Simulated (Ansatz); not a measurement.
## Run report: Cu, geometry relaxation (part 3 of 3)

Continued. System: Cu (slab, 16 atoms in the cell). Method: DFT PBE+D3(BJ), scalar-relativistic, plane waves, PAW, no spin polarisation (Ansatz 0.2.0); cutoff 420 eV, 4×4×1 k-mesh, Gaussian smearing of 0.1 eV. The structure derives from an entry of the Crystallography Open Database. The input holds or restrains some coordinates. Forces given for the steps count only the free coordinates. It belongs to a series of runs on one base structure; here: clean slab, lower planes held.

Geometry of the input (Å; fractional positions):
```
5.0394  0.0000  0.0000
0.0000  5.0394  0.0000
0.0000  0.0000  21.3451
Cu 0.2500  0.2500  0.3748
Cu 0.2500  0.7500  0.3748
Cu 0.7500  0.2500  0.3748
Cu 0.7500  0.7500  0.3748
Cu 0.5000  0.5000  0.4583
Cu 0.5000  0.0000  0.4583
Cu 0.0000  0.5000  0.4583
Cu 0.0000  0.0000  0.4583
Cu 0.7500  0.7500  0.5417
Cu 0.7500  0.2500  0.5417
Cu 0.2500  0.7500  0.5417
Cu 0.2500  0.2500  0.5417
Cu 0.0000  0.0000  0.6252
Cu 0.0000  0.5000  0.6252
Cu 0.5000  0.0000  0.6252
Cu 0.5000  0.5000  0.6252
```

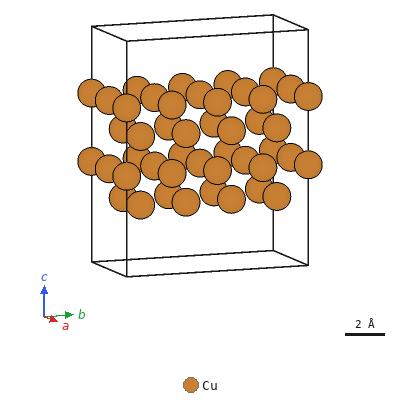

**Figure 1.** The geometry at step 3 of the log (spheres-only view of the 1 × 2 repeat of the cell, with the vacuum cut short, seen slightly off an axis).

What the program printed, continued
```
  k-point 1: bands = ["-109.7466", "-109.7408", "-109.7387", "-109.7353", "-109.7348", "-109.7330", "-109.7318", "-109.7279", "-109.2701", "-109.2662", "-109.2645", "-109.2606", "-109.2601", "-109.2561", "-109.2545", "-109.2506", "-67.1602", "-67.1571", "-67.1552", "-67.1547", "-67.1532", "-67.1474", "-67.1324", "-67.1261", "-67.1232", "-67.1062", "-67.1004", "-67.0958", "-67.0956", "-67.0924", "-67.0894", "-67.0888", "-67.0886", "-67.0834", "-67.0829", "-67.0826", "-67.0815", "-67.0769", "-67.0730", "-67.0720",
      "-66.6940", "-66.6902", "-66.6853", "-66.6841", "-66.6802", "-66.6799", "-66.6754", "-66.6699", "-66.6389", "-66.6340", "-66.6289", "-66.6285", "-66.6251", "-66.6240", "-66.6218", "-66.6186", "-66.6181", "-66.6167", "-66.6151", "-66.6136", "-66.6120", "-66.6083", "-66.6069", "-66.6036", "-5.7255", "-4.0641", "-3.1432", "-2.3084", "-2.1221", "-1.9332", "-1.9219", "-1.7850", "-1.7594", "-1.7482", "-1.5684", "-1.3711", "-1.3560", "-1.3512", "-1.3350", "-1.3155",
      "-1.1555", "-0.9713", "-0.9555", "-0.8934", "-0.7015", "-0.6921", "-0.6897", "-0.5567", "-0.5527", "-0.3521", "-0.2916", "-0.2456", "-0.2172", "-0.2171", "-0.1182", "-0.1165", "-0.0936", "-0.0524", "0.0029", "0.0632", "0.0636", "0.0693", "0.0747", "0.0815", "0.1261", "0.2151", "0.2167", "0.2240", "0.2276", "0.4608", "0.4948", "0.5659", "0.5872", "0.5919", "0.6113", "0.6447", "0.7177", "0.8304", "0.8325", "0.8349",
      "0.8523", "0.8835", "0.8837", "0.8882", "0.9260", "0.9408", "1.0764", "1.1015", "1.1036", "1.1961", "1.1998", "1.2154", "1.2154", "1.2355", "1.2887", "1.3010", "1.3129", "1.3162", "1.3191", "1.3337", "1.3389", "1.3567", "1.3588", "1.3986", "1.4327", "1.4463", "1.5194", "1.6343", "1.6410", "2.8347", "3.0142", "3.0216", "3.0217", "3.5295", "3.5337", "4.7157", "4.7362", "4.7364", "5.0333", "6.5957",
      "6.5960", "6.6030", "6.6672", "6.6753", "7.2398", "7.6708", "7.7004", "8.7439", "8.9327", "9.0455", "9.0515", "9.3148", "9.3297", "9.7603", "9.7693", "10.5513", "10.6865", "11.7473", "11.7668", "11.7787", "11.7945", "11.7990", "11.8647"]
  k-point 2: bands = ["-109.7437", "-109.7437", "-109.7367", "-109.7367", "-109.7341", "-109.7341", "-109.7299", "-109.7299", "-109.2681", "-109.2681", "-109.2625", "-109.2625", "-109.2581", "-109.2581", "-109.2525", "-109.2525", "-67.1570", "-67.1570", "-67.1519", "-67.1519", "-67.1332", "-67.1332", "-67.1303", "-67.1303", "-67.1121", "-67.1121", "-67.1057", "-67.1057", "-67.0991", "-67.0991", "-67.0941", "-67.0941", "-67.0883", "-67.0883", "-67.0879", "-67.0879", "-67.0778", "-67.0778", "-67.0721", "-67.0721",
      "-66.6921", "-66.6921", "-66.6822", "-66.6822", "-66.6621", "-66.6621", "-66.6570", "-66.6570", "-66.6522", "-66.6522", "-66.6470", "-66.6470", "-66.6268", "-66.6268", "-66.6199", "-66.6199", "-66.6168", "-66.6168", "-66.6152", "-66.6152", "-66.6101", "-66.6101", "-66.6053", "-66.6053", "-4.6445", "-4.6445", "-3.1583", "-3.1583", "-1.6402", "-1.6402", "-1.5745", "-1.5745", "-1.5734", "-1.5734", "-1.3613", "-1.3613", "-1.3599", "-1.3599", "-1.3425", "-1.3425",
      "-1.0787", "-1.0787", "-0.8371", "-0.8371", "-0.8211", "-0.8211", "-0.5390", "-0.5390", "-0.4616", "-0.4616", "-0.4457", "-0.4457", "-0.3372", "-0.3372", "-0.1874", "-0.1874", "-0.0179", "-0.0179", "-0.0116", "-0.0116", "0.0664", "0.0664", "0.1064", "0.1064", "0.1287", "0.1287", "0.2492", "0.2492", "0.3805", "0.3805", "0.4646", "0.4646", "0.5700", "0.5700", "0.5745", "0.5745", "0.5954", "0.5954", "0.6369", "0.6369",
      "0.6472", "0.6472", "0.7715", "0.7715", "0.9072", "0.9072", "0.9391", "0.9391", "0.9393", "0.9393", "0.9736", "0.9736", "1.1903", "1.1903", "1.2316", "1.2316", "1.2342", "1.2342", "1.2526", "1.2526", "1.4235", "1.4235", "1.4368", "1.4368", "1.4386", "1.4386", "1.4584", "1.4584", "1.8789", "1.8789", "3.7374", "3.7374", "3.7382", "3.7382", "4.2110", "4.2110", "4.9638", "4.9638", "4.9641", "4.9641",
      "6.3014", "6.3014", "7.4972", "7.4972", "7.5064", "7.5064", "8.7276", "8.7276", "8.8148", "8.8148", "9.5897", "9.5897", "10.0845", "10.0845", "10.2079", "10.2079", "10.2220", "10.2220", "10.8068", "10.8068", "11.2859", "11.2859", "12.7631"]
  k-point 5: bands = ["-109.7403", "-109.7403", "-109.7403", "-109.7403", "-109.7319", "-109.7319", "-109.7319", "-109.7319", "-109.2653", "-109.2653", "-109.2653", "-109.2653", "-109.2553", "-109.2553", "-109.2553", "-109.2553", "-67.1308", "-67.1308", "-67.1308", "-67.1308", "-67.1268", "-67.1268", "-67.1268", "-67.1268", "-67.1203", "-67.1203", "-67.1203", "-67.1203", "-67.0999", "-67.0999", "-67.0999", "-67.0999", "-67.0995", "-67.0995", "-67.0995", "-67.0995", "-67.0776", "-67.0776", "-67.0776", "-67.0776",
      "-66.6598", "-66.6598", "-66.6598", "-66.6598", "-66.6593", "-66.6593", "-66.6593", "-66.6593", "-66.6498", "-66.6498", "-66.6498", "-66.6498", "-66.6494", "-66.6494", "-66.6494", "-66.6494", "-66.6175", "-66.6175", "-66.6175", "-66.6175", "-66.6077", "-66.6077", "-66.6077", "-66.6077", "-3.3544", "-3.3544", "-3.3544", "-3.3544", "-2.0823", "-2.0823", "-2.0823", "-2.0823", "-1.0768", "-1.0768", "-1.0768", "-1.0768", "-1.0682", "-1.0682", "-1.0682", "-1.0682",
      "-0.8042", "-0.8042", "-0.8042", "-0.8042", "-0.6463", "-0.6463", "-0.6463", "-0.6463", "-0.6032", "-0.6032", "-0.6032", "-0.6032", "-0.4443", "-0.4443", "-0.4443", "-0.4443", "-0.1527", "-0.1527", "-0.1527", "-0.1527", "-0.0080", "-0.0080", "-0.0080", "-0.0080", "0.4453", "0.4453", "0.4453", "0.4453", "0.4909", "0.4909", "0.4909", "0.4909", "0.5002", "0.5002", "0.5002", "0.5002", "0.6014", "0.6014", "0.6014", "0.6014",
      "0.6318", "0.6318", "0.6318", "0.6318", "0.6573", "0.6573", "0.6573", "0.6573", "0.8578", "0.8578", "0.8578", "0.8578", "0.8759", "0.8759", "0.8759", "0.8759", "1.1062", "1.1062", "1.1062", "1.1062", "1.1366", "1.1366", "1.1366", "1.1366", "1.4229", "1.4229", "1.4229", "1.4229", "1.8009", "1.8009", "1.8009", "1.8009", "3.2854", "3.2854", "3.2854", "3.2854", "5.7710", "5.7710", "5.7710", "5.7710",
      "8.0278", "8.0278", "8.0278", "8.0278", "10.0330", "10.0330", "10.0330", "10.0330", "10.1628", "10.1628", "10.1628", "10.1628", "10.3263", "10.3263", "10.3263", "10.3263", "11.6064", "11.6064", "11.6064", "11.6064", "11.8305", "11.8305", "11.8305"]
--- Relaxed structure (4 steps of the walk, 4 accepted, 0 SCFs on fresh bases) ---
  F+E_penalty+E_count = -106004.45878239 eV   max|allowed force component| = 2.113e-3 eV/Å
  atoms:
    - { symbol: Cu, position: [0.25, 0.25, 0.3747940262] }
    - { symbol: Cu, position: [0.25, 0.75, 0.3747940262] }
    - { symbol: Cu, position: [0.75, 0.25, 0.3747940262] }
    - { symbol: Cu, position: [0.75, 0.75, 0.3747940262] }
    - { symbol: Cu, position: [0.5, 0.5, 0.4582646754] }
    - { symbol: Cu, position: [0.5, 0.0, 0.4582646754] }
    - { symbol: Cu, position: [0.0, 0.5, 0.4582646754] }
    - { symbol: Cu, position: [0.0, 0.0, 0.4582646754] }
    - { symbol: Cu, position: [0.75, 0.75, 0.5435007466590789] }
    - { symbol: Cu, position: [0.75, 0.25, 0.5435007466590789] }
    - { symbol: Cu, position: [0.25, 0.75, 0.5435007466590789] }
    - { symbol: Cu, position: [0.25, 0.25, 0.5435007466590789] }
    - { symbol: Cu, position: [-1.1943026496372174e-36, 0.0, 0.6263064493069206] }
    - { symbol: Cu, position: [-1.1943026496372174e-36, 0.5, 0.6263064493069206] }
    - { symbol: Cu, position: [0.5, 0.0, 0.6263064493069206] }
    - { symbol: Cu, position: [0.5, 0.5, 0.6263064493069206] }
```

Trajectory as extended XYZ (Å, eV, eV/Å), 4 frames, from step=1 to step=4
```
16
Lattice="5.0394 0.0000 0.0000 0.0000 5.0394 0.0000 0.0000 0.0000 21.3451" Properties=species:S:1:pos:R:3:forces:R:3 step=1 energy=-106004.44455
Cu    1.2598    1.2598    8.0000    0.0000   0.0000   0.0559
Cu    1.2598    3.7795    8.0000    0.0000   0.0000   0.0559
Cu    3.7795    1.2598    8.0000    0.0000   0.0000   0.0559
Cu    3.7795    3.7795    8.0000    0.0000   0.0000   0.0559
Cu    2.5197    2.5197    9.7817    0.0000   0.0000  -0.2240
Cu    2.5197    0.0000    9.7817    0.0000   0.0000  -0.2240
Cu    0.0000    2.5197    9.7817    0.0000   0.0000  -0.2240
Cu    0.0000    0.0000    9.7817    0.0000   0.0000  -0.2240
Cu    3.7795    3.7795   11.5634    0.0000   0.0000   0.2240
Cu    3.7795    1.2598   11.5634    0.0000   0.0000   0.2240
Cu    1.2598    3.7795   11.5634    0.0000   0.0000   0.2240
Cu    1.2598    1.2598   11.5634    0.0000   0.0000   0.2240
Cu    0.0000    0.0000   13.3451    0.0000   0.0000  -0.0560
Cu    0.0000    2.5197   13.3451    0.0000   0.0000  -0.0560
Cu    2.5197    0.0000   13.3451    0.0000   0.0000  -0.0560
Cu    2.5197    2.5197   13.3451    0.0000   0.0000  -0.0560
16
Lattice="5.0394 0.0000 0.0000 0.0000 5.0394 0.0000 0.0000 0.0000 21.3451" Properties=species:S:1:pos:R:3:forces:R:3 step=2 energy=-106004.45308
Cu    1.2598    1.2598    8.0000    0.0000   0.0000   0.0581
Cu    1.2598    3.7795    8.0000    0.0000   0.0000   0.0581
Cu    3.7795    1.2598    8.0000    0.0000   0.0000   0.0581
Cu    3.7795    3.7795    8.0000    0.0000   0.0000   0.0581
Cu    2.5197    2.5197    9.7817    0.0000   0.0000  -0.1626
Cu    2.5197    0.0000    9.7817    0.0000   0.0000  -0.1626
Cu    0.0000    2.5197    9.7817    0.0000   0.0000  -0.1626
Cu    0.0000    0.0000    9.7817    0.0000   0.0000  -0.1626
Cu    3.7795    3.7795   11.5774    0.0000   0.0000   0.1420
Cu    3.7795    1.2598   11.5774    0.0000   0.0000   0.1420
Cu    1.2598    3.7795   11.5774    0.0000   0.0000   0.1420
Cu    1.2598    1.2598   11.5774    0.0000   0.0000   0.1420
Cu    0.0000    0.0000   13.3543    0.0000   0.0000  -0.0374
Cu    0.0000    2.5197   13.3543    0.0000   0.0000  -0.0374
Cu    2.5197    0.0000   13.3543    0.0000   0.0000  -0.0374
Cu    2.5197    2.5197   13.3543    0.0000   0.0000  -0.0374
16
Lattice="5.0394 0.0000 0.0000 0.0000 5.0394 0.0000 0.0000 0.0000 21.3451" Properties=species:S:1:pos:R:3:forces:R:3 step=3 energy=-106004.45878
Cu    1.2598    1.2598    8.0000    0.0000   0.0000   0.0620
Cu    1.2598    3.7795    8.0000    0.0000   0.0000   0.0620
Cu    3.7795    1.2598    8.0000    0.0000   0.0000   0.0620
Cu    3.7795    3.7795    8.0000    0.0000   0.0000   0.0620
Cu    2.5197    2.5197    9.7817    0.0000   0.0000  -0.0640
Cu    2.5197    0.0000    9.7817    0.0000   0.0000  -0.0640
Cu    0.0000    2.5197    9.7817    0.0000   0.0000  -0.0640
Cu    0.0000    0.0000    9.7817    0.0000   0.0000  -0.0640
Cu    3.7795    3.7795   11.6011    0.0000   0.0000   0.0022
Cu    3.7795    1.2598   11.6011    0.0000   0.0000   0.0022
Cu    1.2598    3.7795   11.6011    0.0000   0.0000   0.0022
Cu    1.2598    1.2598   11.6011    0.0000   0.0000   0.0022
Cu    0.0000    0.0000   13.3685    0.0000   0.0000   0.0000
Cu    0.0000    2.5197   13.3685    0.0000   0.0000   0.0000
Cu    2.5197    0.0000   13.3685    0.0000   0.0000   0.0000
Cu    2.5197    2.5197   13.3685    0.0000   0.0000   0.0000
16
Lattice="5.0394 0.0000 0.0000 0.0000 5.0394 0.0000 0.0000 0.0000 21.3451" Properties=species:S:1:pos:R:3:forces:R:3 step=4 energy=-106004.45878
Cu    1.2598    1.2598    8.0000    0.0000   0.0000   0.0620
Cu    1.2598    3.7795    8.0000    0.0000   0.0000   0.0620
Cu    3.7795    1.2598    8.0000    0.0000   0.0000   0.0620
Cu    3.7795    3.7795    8.0000    0.0000   0.0000   0.0620
Cu    2.5197    2.5197    9.7817    0.0000   0.0000  -0.0640
Cu    2.5197    0.0000    9.7817    0.0000   0.0000  -0.0640
Cu    0.0000    2.5197    9.7817    0.0000   0.0000  -0.0640
Cu    0.0000    0.0000    9.7817    0.0000   0.0000  -0.0640
Cu    3.7795    3.7795   11.6011    0.0000   0.0000   0.0021
Cu    3.7795    1.2598   11.6011    0.0000   0.0000   0.0021
Cu    1.2598    3.7795   11.6011    0.0000   0.0000   0.0021
Cu    1.2598    1.2598   11.6011    0.0000   0.0000   0.0021
Cu    0.0000    0.0000   13.3685    0.0000   0.0000  -0.0001
Cu    0.0000    2.5197   13.3685    0.0000   0.0000  -0.0001
Cu    2.5197    0.0000   13.3685    0.0000   0.0000  -0.0001
Cu    2.5197    2.5197   13.3685    0.0000   0.0000  -0.0001
```

Results in brief

| quantity | value |
| --- | --- |
| outcome | converged under the restraints of the input |
| electrons treated | 304 |
| free energy | −106004.4588 eV |
| work function, top face | 4.52 eV |
| work function, bottom face | 4.52 eV |
| Fermi energy | 2.948 eV |
| gap on the k-point mesh | none (metallic) |
| final volume | 542.06 Å³ |
| work function (upper face) | 4.52 eV |
| largest force (length of the vector) at the end, held atoms and coordinates included | 0.064 eV/Å |
| hardware | 4 threads of AMD EPYC (Zen 5), 16 GiB of memory available, shared host |
| wall time | 20 s (CPU time 78 s) |
| peak memory | 2 GiB |

Warnings of the run: the exchange-correlation potential is rough where the density is thin.
